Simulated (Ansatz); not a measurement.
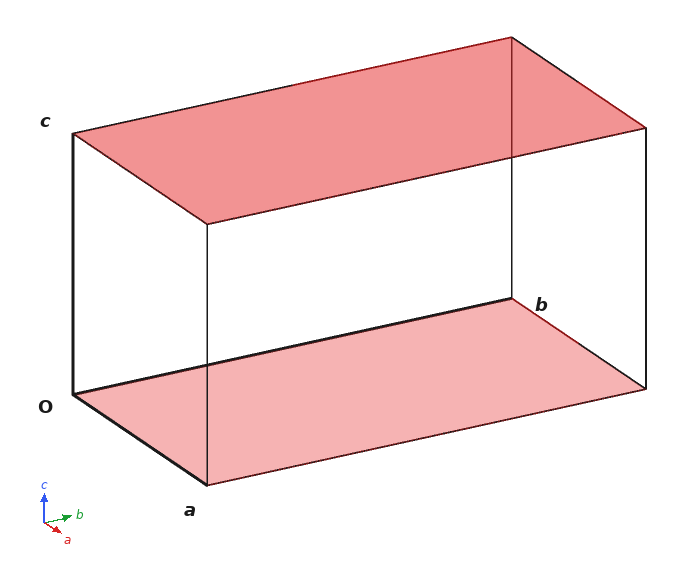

For Al, the geometry relaxed with DFT PBEsol, scalar-relativistic, plane waves, PAW (Ansatz 0.2.0): every member of one family of equally spaced planes, hx + ky + lz = a whole number, that cuts the unit cell is shaded (one member passes through the origin O). All values are computed from the atomic coordinates in the standard setting (tolerance 0.002 Å).

a = 4.351 Å, b = 8.100 Å, c = 4.539 Å, α = 90.00°, β = 90.00°, γ = 90.00°.

**Index the planes.**

(0 0 1); the opposite sign names the same planes. The member next to the origin meets the axes a never, b never, c at 1.

**What is the spacing?**

d = 4.539 Å.

**The space group is Cmce, No. 64. How many reflections hkl are equivalent to this one (itself included), and does it occur?**

2 reflections are equivalent in the Laue class mmm. The reflection is systematically absent, by a glide plane.
